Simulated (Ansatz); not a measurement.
# Energy of Zn along a strain of the cell

System: Zn (2 atoms in the cell).
Method: DFT PBEsol, scalar-relativistic, plane waves, PAW, no spin polarisation (Ansatz 0.2.0).

The 5 runs differ only in the geometry, by a strain of the cell at fixed fractional positions. Against run 3, the strain is εxx = η and εyy = η. The structure derives from an entry of the Crystallography Open Database.

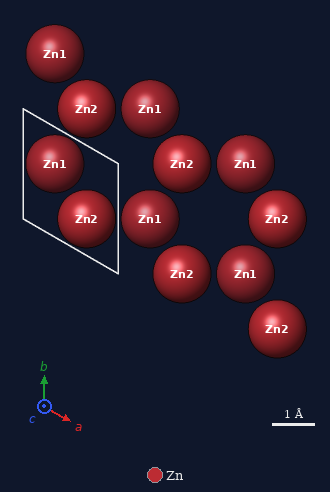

Figure 1. The structure of run 3 (spheres-only view of the cell of the calculation, repeated 3 × 2 × 1, along the c axis; atoms are numbered from 1 in the order of the input). An atom can appear more than once, as a periodic image.

## Input of run 3
```yaml
crystal:
  lattice:
    - [2.6647980532, 0.0, 0.0]
    - [-1.3323990266, 2.30778281, 0.0]
    - [0.0, 0.0, 4.8724995]
  atoms:
    - { symbol: Zn, position: [0.3333333333, 0.6666666667, 0.25] }
    - { symbol: Zn, position: [0.6666666667, 0.3333333333, 0.75] }
basis:
  ecutwfc: 420
kpoints:
  mp_grid: { grid: [24, 24, 10] }
hamiltonian:
  xc: pbesol
scf:
  occupations: { method: gaussian, width: 0.15 }
output:
  forces: true
  stress: true
  eigenvalues: true
```

Command:
```bash
ansatz run input.yaml --threads 1 --pin off --max-ram 2560MiB --backend cpu --events-out ev --progress --plain --runs-dir out
```

Run 2 differs from it as follows:
```diff
-    - [2.6647980532, 0.0, 0.0]
-    - [-1.3323990266, 2.30778281, 0.0]
+    - [2.6248260824, 0.0, 0.0]
+    - [-1.3124130412, 2.2731660679, 0.0]
```

## Results, with one run withheld

```tsv
run	strain parameter η (%)	free energy per atom, from the lowest run given (meV)	pressure (GPa)
1	−3.0000	0.00	1.06
2	−1.5000	?	?
3	0.0000	14.06	−4.64
4	1.5000	32.79	−6.63
5	3.0000	56.53	−8.19
```

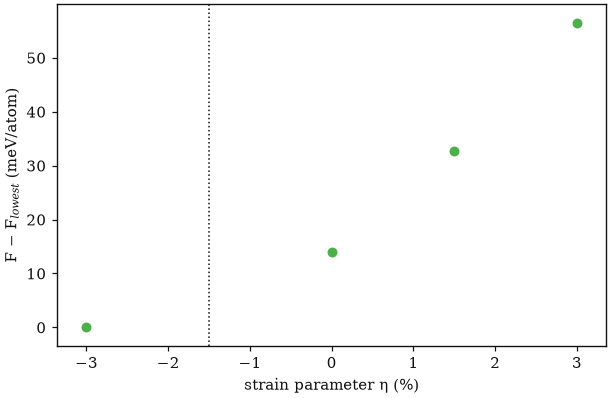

Figure 2. Free energy per atom of the runs given; the dotted line marks run 2.

Fit the runs given and predict run 2.

A quadratic polynomial in the coordinate, fitted to the 4 runs given, misses them by at most 0.61 meV per atom. With x = η − 0.3750, it reads F = 18.285 + 10.624 x + 1.5361 x² (meV per atom). At run 2 it gives 3.77 meV per atom, and the run itself gives 2.19. The fit has no minimum inside this range. The fit misses that run by 1.58 meV per atom.

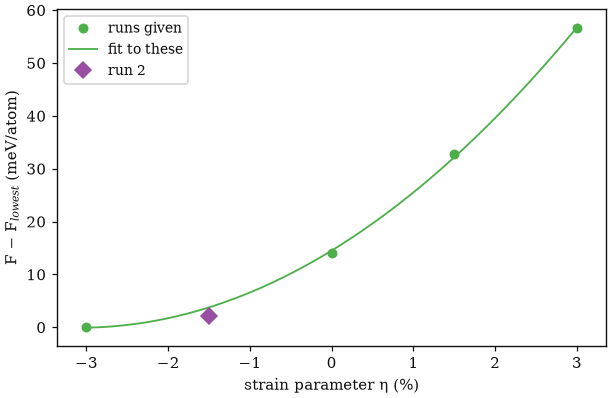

Figure 3. The fit and the withheld run.

## Output, shortened to warnings, some set-up lines, iterations and results (run 2)
```
Basis set: ecut = 420 eV, 563 PW (Γ), exchange–correlation on 36×36×72 points (8 copies of the dense FFT grid, shifted against one another)
Symmetry: 24 space group operations
k-points: 366 of 5760
Initial density: superposition of atomic densities (neutral atoms: chi_scale 0, normalization atom), corrected by the library's trained network
[...]
SCF iter   1: F=—  HF=-6561.809731 eV  |F-HF|=—  |Δ(HF+E_count)|=         —  Δρ=5.33e-3  dr2=4.57e-3  ethr=1.77e-3  ⟨swp⟩=4.9  Hψ=28369  notcnv=0
SCF iter   2: F=—  HF=-6561.808751 eV  |F-HF|=—  |Δ(HF+E_count)|=   9.80e-4  Δρ=7.86e-4  dr2=9.80e-5  ethr=1.91e-5  ⟨swp⟩=2.0  Hψ=12831  notcnv=0
SCF iter   3: F=—  HF=-6561.808454 eV  |F-HF|=—  |Δ(HF+E_count)|=   2.97e-4  Δρ=5.57e-4  dr2=6.37e-5  ethr=4.08e-7  ⟨swp⟩=2.0  Hψ=10294  notcnv=0
SCF iter   4: F=—  HF=-6561.808427 eV  |F-HF|=—  |Δ(HF+E_count)|=   2.71e-5  Δρ=8.03e-5  dr2=5.15e-7  ethr=2.65e-7  ⟨swp⟩=2.4  Hψ=10353  notcnv=0
SCF iter   5: F=-6561.808428 eV  HF=-6561.808428 eV  |F-HF|=3.17e-9  |Δ(HF+E_count)|=   1.40e-6  Δρ=1.22e-5  dr2=2.00e-8  ethr=2.15e-9  ⟨swp⟩=2.0  Hψ=10345  notcnv=0
SCF iter   6: F=-6561.808428 eV  HF=-6561.808428 eV  |F-HF|=1.61e-9  |Δ(HF+E_count)|=   6.88e-9  Δρ=4.39e-6  dr2=2.61e-9  ethr=8.34e-11  ⟨swp⟩=2.4  Hψ=22718  notcnv=0
SCF 1 converged in 6 iterations: F = -6561.808428 eV  dr2 = 2.61e-9
SCF converged after 6 iterations
Free energy (F): -6561.808428 eV
Harris-Foulkes:  -6561.808428 eV  (|F-HF|=1.61e-9)
Internal energy: -6561.804897 eV  (E = F + TS)
E sigma→0 (E₀):  -6561.806662 eV
Entropy (-TS):   -0.003531 eV (-1.766 meV/atom)
Fermi energy:    11.568104 eV
--- Per-component energies (eV) ---
  E_band       = 107.503482
  E_kinetic    = 263.109291
  E_local      = -3017.185966  (includes V_loc(G=0)·N_el)
  E_nonlocal   = 1222.881326
  E_hartree    = 1263.298698
  E_xc         = -273.198723
  E_vxc        = -107.333473  (∫ρ·V_xc dr)
  E_paw        = -3574.830132  (= ΣΔE_a)
  E_vpaw       = -780.567825  (= ΣTr[D̂ρ^β])
  E_aug_tail   = -0.000745  (compensation charges beyond the density's cutoff)
  E_ewald      = -2447.473357
  E_core_change = 1.594710  (= ΣΔE_core)
  E_smearing   = -0.003531  (= −TS)
  E_closure    = 0.000000  (closes the sum)
  Σ components = -6561.808428   (vs F -6561.808428, Δ=0.00e0)
--- Forces (eV/Å), atoms counted from 1 ---
  atom   1  Zn     0.00000000    -0.00000000     0.00000000
  atom   2  Zn     0.00000000     0.00000000     0.00000000
  max |Σ_I F_I| component: 7.40e-17 eV/Å
--- Stress (GPa, compression-positive) ---
       -2.727725      -0.000000       0.000000
       -0.000000      -2.727725       0.000000
        0.000000       0.000000      -0.867970
  P = ⅓ Tr σ = -2.1078 GPa (-21.078 kbar)
```
